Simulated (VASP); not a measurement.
## Ni: single-point calculation

System: Ni (Fm-3m, 1 atom in the cell).
Method: Kohn-Sham DFT of a periodic cell, PBE, VASP PAW PBE potentials, recommended, spin-polarised (VASP 6.6.1).

The structure derives from an entry of the Crystallography Open Database.

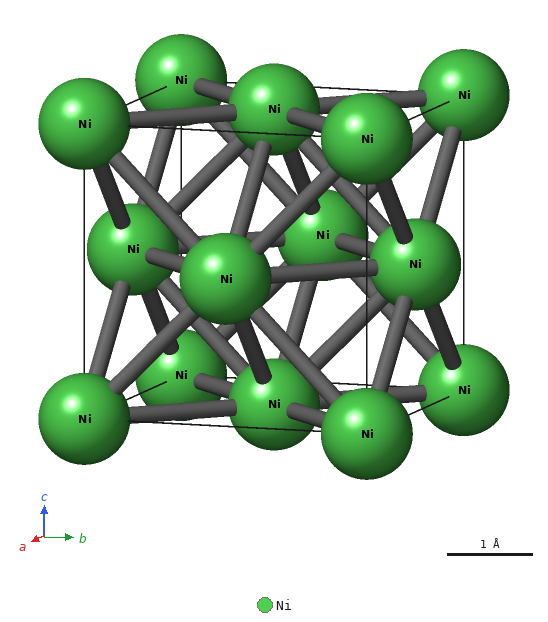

The input geometry (ball-and-stick view of the cell 4 times as large as that of the calculation, set on its symmetry axes, seen slightly off an axis). An atom can appear more than once, as a periodic image.

### Key numbers

- outcome: converged
- space group (tolerance 0.01 Å): Fm-3m (225)
- electrons treated: 10
- free energy: −5.4742 eV
- gap on the k-point mesh: none (metallic)
- net moment of the cell: 0.70 μB
- pressure: −0.67 GPa
- largest force (length of the vector): under 0.001 eV/Å
- hardware: 1 thread of Intel Xeon @ 2.50GHz (Skylake/Cascade Lake), 64 GiB of memory available, shared host
- wall time: 8.7 s
- peak memory: 0.13 GiB

### INCAR
```
ALGO = Fast
EDIFF = 1E-7
ENCUT = 520
GGA = PE
ISIF = 2
ISMEAR = 0
ISPIN = 2
LASPH = T
LCHARG = F
LMAXMIX = 4
LORBIT = 11
LREAL = F
LWAVE = F
MAGMOM = 0.8
NELM = 120
PREC = Accurate
SIGMA = 0.1
```

### KPOINTS
```
k-points
0
Gamma
  8 8 8
```

### POSCAR
```
Ni
1.0
    0.0000000000      1.7619350000      1.7619350000
    1.7619350000      0.0000000000      1.7619350000
    1.7619350000      1.7619350000      0.0000000000
Ni
1
Direct
    0.0000000000      0.0000000000      0.0000000000
```

Launched with:
```bash
cat potpaw_PBE.64/Ni/POTCAR > POTCAR
mpirun -np 1 vasp_std > vasp.out
```

### OSZICAR
```
N       E                     dE             d eps       ncg     rms          rms(c)
DAV:   1     0.219339351309E+02    0.21934E+02   -0.49116E+03  1076   0.143E+03
DAV:   2    -0.610531234872E+01   -0.28039E+02   -0.26814E+02  1056   0.162E+02
DAV:   3    -0.649898157820E+01   -0.39367E+00   -0.39325E+00  1234   0.264E+01
DAV:   4    -0.650304135505E+01   -0.40598E-02   -0.40590E-02  1237   0.238E+00
DAV:   5    -0.650315614920E+01   -0.11479E-03   -0.11479E-03  1254   0.334E-01    0.979E+00
RMM:   6    -0.580089191080E+01    0.70226E+00   -0.49427E+00  1203   0.396E+01    0.643E+00
RMM:   7    -0.549854579606E+01    0.30235E+00   -0.81740E-01  1188   0.168E+01    0.223E+00
RMM:   8    -0.547661125405E+01    0.21935E-01   -0.15768E-02  1337   0.157E+00    0.985E-01
RMM:   9    -0.547473879066E+01    0.18725E-02   -0.20372E-03  1333   0.544E-01    0.213E-01
RMM:  10    -0.547422823594E+01    0.51055E-03   -0.46240E-04  1240   0.380E-01    0.552E-02
RMM:  11    -0.547423258933E+01   -0.43534E-05   -0.10624E-04  1350   0.996E-02    0.358E-02
RMM:  12    -0.547423380858E+01   -0.12192E-05   -0.17148E-05  1415   0.395E-02    0.115E-02
RMM:  13    -0.547423421514E+01   -0.40657E-06   -0.19642E-06  1365   0.147E-02    0.134E-03
RMM:  14    -0.547423426709E+01   -0.51945E-07   -0.43838E-07   946   0.651E-03
   1 F= -.54742343E+01 E0= -.54692947E+01  d E =-.987917E-02  mag=     0.6992
```

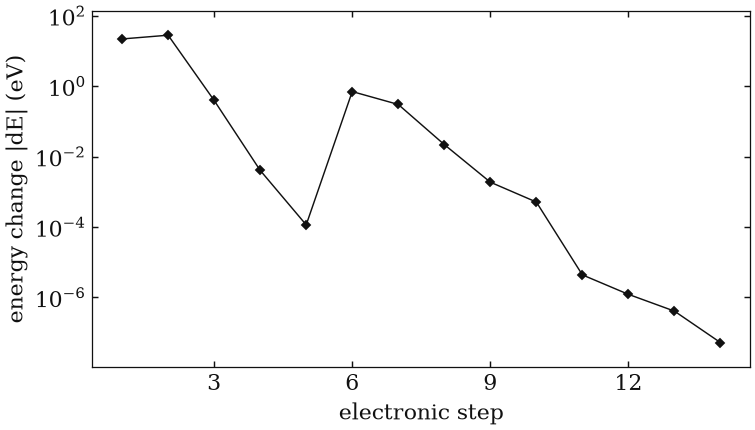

Convergence of the self-consistent field: energy change |dE| against the electronic step. It takes 14 electronic steps. The density is held fixed in the first few steps, and dE rises again when its update begins.

### Parts of OUTCAR
```
EDIFF = 1E-7
   ENCUT = 520
   GGA = PE
   ISIF = 2
   ISMEAR = 0
   ISPIN = 2
   LASPH = T
   LORBIT = 11
   LREAL = F
   NELM = 120
   PREC = Accurate

 ion  position               nearest neighbor table
   1  0.000  0.000  0.000-

  LATTYP: Found a face centered cubic cell.
 ALAT       =     3.5238700000

  Lattice vectors:

 A1 = (   0.0000000000,   1.7619350000,   1.7619350000)
 A2 = (   1.7619350000,   0.0000000000,   1.7619350000)
 A3 = (   1.7619350000,   1.7619350000,   0.0000000000)

Analysis of symmetry for initial positions (statically):
=====================================================================
 Subroutine PRICEL returns:
 Original cell was already a primitive cell.

 Routine SETGRP: Setting up the symmetry group for a
 face centered cubic supercell.

 Subroutine GETGRP returns: Found 48 space group operations
 (whereof 48 operations were pure point group operations)
 out of a pool of 48 trial point group operations.

The static configuration has the point symmetry O_h .

Analysis of symmetry for dynamics (positions and initial velocities):
=====================================================================
 Subroutine PRICEL returns:
 Original cell was already a primitive cell.

 Routine SETGRP: Setting up the symmetry group for a
 face centered cubic supercell.

 Subroutine GETGRP returns: Found 48 space group operations
 (whereof 48 operations were pure point group operations)
 out of a pool of 48 trial point group operations.

The dynamic configuration has the point symmetry O_h .

Analysis of structural, dynamic, and magnetic symmetry:
=====================================================================
 Subroutine PRICEL returns:
 Original cell was already a primitive cell.

 Routine SETGRP: Setting up the symmetry group for a
 face centered cubic supercell.

 Subroutine GETGRP returns: Found 48 space group operations
 (whereof 48 operations were pure point group operations)
 out of a pool of 48 trial point group operations.

The overall configuration has the point symmetry O_h .

 Subroutine INISYM returns: Found 48 space group operations
 (whereof 48 operations are pure point group operations),
 and found     1 'primitive' translations

----------------------------------------------------------------------------------------

                                     Primitive cell

  volume of cell :      10.9396

  direct lattice vectors                    reciprocal lattice vectors
     0.000000000  1.761935000  1.761935000    -0.283778914  0.283778914  0.283778914
     1.761935000  0.000000000  1.761935000     0.283778914 -0.283778914  0.283778914
     1.761935000  1.761935000  0.000000000     0.283778914  0.283778914 -0.283778914

  length of vectors
     2.491752373  2.491752373  2.491752373     0.491519496  0.491519496  0.491519496

  position of ions in fractional coordinates (direct lattice)
     0.000000000  0.000000000  0.000000000

  ion indices of the primitive-cell ions
   primitive index   ion index
                 1           1

----------------------------------------------------------------------------------------

 KPOINTS: k-points

Automatic generation of k-mesh.
 Grid dimensions read from file:
 generate k-points for:    8    8    8

 Generating k-lattice:

  Cartesian coordinates                     Fractional coordinates (reciprocal lattice)
    -0.035472364  0.035472364  0.035472364     0.125000000  0.000000000  0.000000000
     0.035472364 -0.035472364  0.035472364     0.000000000  0.125000000  0.000000000
     0.035472364  0.035472364 -0.035472364     0.000000000  0.000000000  0.125000000

  Length of vectors
     0.061439937  0.061439937  0.061439937

  Shift w.r.t. Gamma in fractional coordinates (k-lattice)
     0.000000000  0.000000000  0.000000000

 Subroutine IBZKPT returns following result:
 ===========================================

 Found     29 irreducible k-points:

 Following reciprocal coordinates:
            Coordinates               Weight
  0.000000  0.000000  0.000000      1.000000
  0.125000  0.000000  0.000000      8.000000
  0.250000  0.000000  0.000000      8.000000
  0.375000  0.000000  0.000000      8.000000
  0.500000  0.000000  0.000000      4.000000
  0.125000  0.125000  0.000000      6.000000
  0.250000  0.125000  0.000000     24.000000
  0.375000  0.125000  0.000000     24.000000
  0.500000  0.125000  0.000000     24.000000
 -0.375000  0.125000  0.000000     24.000000
 -0.250000  0.125000  0.000000     24.000000
 -0.125000  0.125000  0.000000     12.000000
  0.250000  0.250000  0.000000      6.000000
  0.375000  0.250000  0.000000     24.000000
  0.500000  0.250000  0.000000     24.000000
 -0.375000  0.250000  0.000000     24.000000
 -0.250000  0.250000  0.000000     12.000000
  0.375000  0.375000  0.000000      6.000000
  0.500000  0.375000  0.000000     24.000000
 -0.375000  0.375000  0.000000     12.000000
  0.500000  0.500000  0.000000      3.000000
  0.375000  0.250000  0.125000     24.000000
  0.500000  0.250000  0.125000     48.000000
 -0.375000  0.250000  0.125000     24.000000
 [... further k-points ...]
   k-points           NKPTS =     29   k-points in BZ     NKDIM =     29   number of bands    NBANDS=      9
   number of dos      NEDOS =    301   number of ions     NIONS =      1
   total plane-waves  NPLWV =   8000
   dimension x,y,z NGX =    20 NGY =   20 NGZ =   20
   dimension x,y,z NGXF=    40 NGYF=   40 NGZF=   40
   ions per type =               1
   NGX,Y,Z   is equivalent  to a cutoff of  13.34, 13.34, 13.34 a.u.
   NGXF,Y,Z  is equivalent  to a cutoff of  26.69, 26.69, 26.69 a.u.
 SYSTEM =  unknown system
   PREC   = accura    normal or accurate (medium, high low for compatibility)
   ISTART =      0    job   : 0-new  1-cont  2-samecut
   ICHARG =      2    charge: 1-file 2-atom 10-const
   ISPIN  =      2    spin polarized calculation?
   LNONCOLLINEAR =      F non collinear calculations
   LSORBIT =      F    spin-orbit coupling
   LASPH  =      T    aspherical Exc in radial PAW
   ENCUT  =  520.0 eV  38.22 Ry    6.18 a.u.   4.63  4.63  4.63*2*pi/ulx,y,z
   NELM   =    120;   NELMIN=  2; NELMDL= -5     # of ELM steps
   EDIFF  = 0.1E-06   stopping-criterion for ELM
   LREAL  =      F    real-space projection
   EDIFFG = 0.1E-05   stopping-criterion for IOM
   NSW    =      0    number of steps for IOM
   IBRION =     -1    ionic relax: 0-MD 1-quasi-New 2-CG
   NFREE  =      0    steps in history (QN), initial steepest desc. (CG)
   ISIF   =      2    stress and relaxation
   ISYM   =      2    0-nonsym 1-usesym 2-fastsym
   POTIM  = 0.5000    time-step for ionic-motion
   TEBEG  =    0.0;   TEEND  =   0.0 temperature during run
   PSTRESS=    0.0 pullay stress
   NELECT =      10.0000    total number of electrons
   NUPDOWN=      -1.0000    fix difference up-down
   EMIN   =  10.00;   EMAX   =-10.00  energy-range for DOS
   EFERMI =   0.00;   METHOD = LEGACY
   ISMEAR =     0;   SIGMA  =   0.10  broadening in eV -4-tet -1-fermi 0-gaus
   EFERMI_NEDOS =   21; number of points for ismear=-14 and -15
   IALGO  =     68    algorithm
   IMIX   =      4    mixing-type and parameters
     AMIX     =   0.40;   BMIX     =  1.00
     AMIX_MAG =   1.60;   BMIX_MAG =  1.00
  volume/ion in A,a.u.               =      10.94        73.82
  Fermi-wavevector in a.u.,A,eV,Ry     =   1.588821  3.002436 34.345893  2.524352
  Thomas-Fermi vector in A             =   2.687765
   LORBIT       =     11    0 simple, 1 ext, 2 COOP (PROOUT), +10 PAW based schemes
   GGA     = PE    functional components
   LHFCALC =     F    Hartree Fock is set to
   AEXX    =    0.0000 exact exchange contribution
   IVDW    =     0    specifies the selected vdW correction
   LEPSILON=     F    determine dielectric tensor
   LRPA    =     F    only Hartree local field effects (RPA)
 spin polarized calculation
 RMM-DIIS sequential band-by-band and
 Gauss-broadening in eV      SIGMA  =   0.10
  energy-cutoff  :      520.00
  volume of cell :       10.94
 maximum number of plane-waves:       304
   NGX =  9   NGY =  9   NGZ =  9

 number of electron      10.0000010 magnetization       0.6992271

 Free energy of the ion-electron system (eV)
  ---------------------------------------------------
  ext. energy  EPLUGINS =         0.00000000
  ---------------------------------------------------
  free energy    TOTEN  =        -5.47423427 eV

  energy without entropy =       -5.46435510  energy(sigma->0) =       -5.46929468

 E-fermi :   9.2934     XC(G=0): -13.2266     alpha+bet :-16.3731

 val. band max:        9.2593196704   @ k =   0.3750   0.3750   0.0000
 cond. band min:       9.2959778456   @ k =   0.5000   0.3750   0.1250
 fundamental gap:      0.0366581752
 Fermi energy:         9.2933776116

 spin component 1

 k-point     1 :       0.0000    0.0000    0.0000
  band No.  band energies     occupation
      1       0.3178      1.00000
      2       6.8189      1.00000
      3       6.8189      1.00000
      4       6.8189      1.00000
      5       7.9834      1.00000
      6       7.9834      1.00000
      7      32.9715      0.00000
      8      36.7847      0.00000
      9      36.7847      0.00000

 k-point     2 :       0.1250    0.0000    0.0000
  band No.  band energies     occupation
      1       0.9182      1.00000
      2       6.6793      1.00000
      3       6.9375      1.00000
      4       6.9375      1.00000
      5       7.9419      1.00000
      6       7.9419      1.00000
      7      30.0189      0.00000
      8      33.9828      0.00000
      9      35.7416      0.00000

 k-point     3 :       0.2500    0.0000    0.0000
  band No.  band energies     occupation
      1       2.5381      1.00000
      2       6.5102      1.00000
      3       7.0451      1.00000
      4       7.0451      1.00000
      5       8.0477      1.00000
      6       8.0477      1.00000
      7      23.6457      0.00000
      8      33.0601      0.00000
      9      34.6094      0.00000

 k-point     4 :       0.3750    0.0000    0.0000
  band No.  band energies     occupation
      1       4.1162      1.00000
      2       6.9211      1.00000
      3       6.9211      1.00000
      4       7.3607      1.00000
      5       8.4277      1.00000
      6       8.4277      1.00000
      7      17.9795      0.00000
      8      31.9475      0.00000
      9      34.0162      0.00000

 k-point     5 :       0.5000    0.0000    0.0000
  band No.  band energies     occupation
      1       4.4533      1.00000
      2       6.8401      1.00000
      3       6.8401      1.00000
      4       8.6284      1.00000
      5       8.6284      1.00000
      6       9.0092      0.99997
      7      14.8837      0.00000
      8      31.4688      0.00000
      9      33.8608      0.00000

 [... the levels of 18 k-points are left out ...]

 k-point    24 :      -0.3750    0.2500    0.1250
  band No.  band energies     occupation
      1       5.3116      1.00000
      2       6.1643      1.00000
      3       6.7449      1.00000
      4       7.4566      1.00000
      5       8.5396      1.00000
      6      12.6092      0.00000
      7      15.3098      0.00000
      8      25.2167      0.00000
      9      26.0869      0.00000

 [... further k-points ...]

 spin component 2

 k-point     1 :       0.0000    0.0000    0.0000
  band No.  band energies     occupation
      1       0.2996      1.00000
      2       7.6420      1.00000
      3       7.6420      1.00000
      4       7.6420      1.00000
      5       8.6412      1.00000
      6       8.6412      1.00000
      7      32.8189      0.00000
      8      36.7838      0.00000
      9      36.7838      0.00000

 k-point     2 :       0.1250    0.0000    0.0000
  band No.  band energies     occupation
      1       0.9015      1.00000
      2       7.4797      1.00000
      3       7.7619      1.00000
      4       7.7619      1.00000
      5       8.6006      1.00000
      6       8.6006      1.00000
      7      30.0738      0.00000
      8      33.8844      0.00000
      9      35.8102      0.00000

 k-point     3 :       0.2500    0.0000    0.0000
  band No.  band energies     occupation
      1       2.5523      1.00000
      2       7.2203      1.00000
      3       7.8100      1.00000
      4       7.8100      1.00000
      5       8.7751      1.00000
      6       8.7751      1.00000
      7      23.8135      0.00000
      8      32.9436      0.00000
      9      34.7229      0.00000

 k-point     4 :       0.3750    0.0000    0.0000
  band No.  band energies     occupation
      1       4.3901      1.00000
      2       7.6227      1.00000
      3       7.6227      1.00000
      4       7.6973      1.00000
      5       9.2335      0.80152
      6       9.2335      0.80151
      7      18.2717      0.00000
      8      31.8159      0.00000
      9      34.1370      0.00000

 k-point     5 :       0.5000    0.0000    0.0000
  band No.  band energies     occupation
      1       4.9350      1.00000
      2       7.5245      1.00000
      3       7.5246      1.00000
      4       8.9618      1.00000
      5       9.4597      0.00932
      6       9.4597      0.00932
      7      15.3545      0.00000
      8      31.3295      0.00000
      9      33.9729      0.00000

 [... the levels of 18 k-points are left out ...]

 k-point    24 :      -0.3750    0.2500    0.1250
  band No.  band energies     occupation
      1       5.8679      1.00000
      2       6.6242      1.00000
      3       7.4020      1.00000
      4       8.1354      1.00000
      5       9.3981      0.06937
      6      12.9005      0.00000
      7      15.6899      0.00000
      8      25.3071      0.00000
      9      26.2165      0.00000

 [... further k-points ...]

------------------------ aborting loop because EDIFF is reached ----------------------------------------

  FORCE on cell =-STRESS in cart. coord.  units (eV):
  Direction    XX          YY          ZZ          XY          YZ          ZX
  --------------------------------------------------------------------------------------
  -------------------------------------------------------------------------------------
  Total       -0.0456730     -0.0456730     -0.0456730     -0.0000000     -0.0000000      0.0000000
  in kB       -6.6891375     -6.6891375     -6.6891375     -0.0000000     -0.0000000      0.0000000
  external PRESSURE =      -6.6891375 kB  Pullay stress =       0.0000000 kB

 VOLUME and BASIS-vectors are now :
 -----------------------------------------------------------------------------
  energy-cutoff  :      520.00
  volume of cell :       10.94
      direct lattice vectors                 reciprocal lattice vectors
     0.000000000  1.761935000  1.761935000    -0.283778914  0.283778914  0.283778914
     1.761935000  0.000000000  1.761935000     0.283778914 -0.283778914  0.283778914
     1.761935000  1.761935000  0.000000000     0.283778914  0.283778914 -0.283778914

 POSITION                                       TOTAL-FORCE (eV/Angst)
 -----------------------------------------------------------------------------------
      0.00000      0.00000      0.00000         0.000000      0.000000     -0.000000
 -----------------------------------------------------------------------------------
    total drift:                                0.000000      0.000000      0.000000

  FREE ENERGIE OF THE ION-ELECTRON SYSTEM (eV)
  ---------------------------------------------------
  free  energy   TOTEN  =        -5.4742342671 eV

  energy  without entropy=       -5.4643550966  energy(sigma->0) =       -5.46929468

 total charge

# of ion       s       p       d       tot
------------------------------------------
    1        0.496   0.498   8.303   9.298

 magnetization (x)

# of ion       s       p       d       tot
------------------------------------------
    1       -0.004  -0.022   0.736   0.710
```

### CONTCAR
```
Ni
   1.00000000000000
     0.0000000000000000    1.7619350000000000    1.7619350000000000
     1.7619350000000000    0.0000000000000000    1.7619350000000000
     1.7619350000000000    1.7619350000000000    0.0000000000000000
  Ni
     1
Direct
     0.0000000000000000    0.0000000000000000    0.0000000000000000

  0.00000000E+00  0.00000000E+00  0.00000000E+00
```
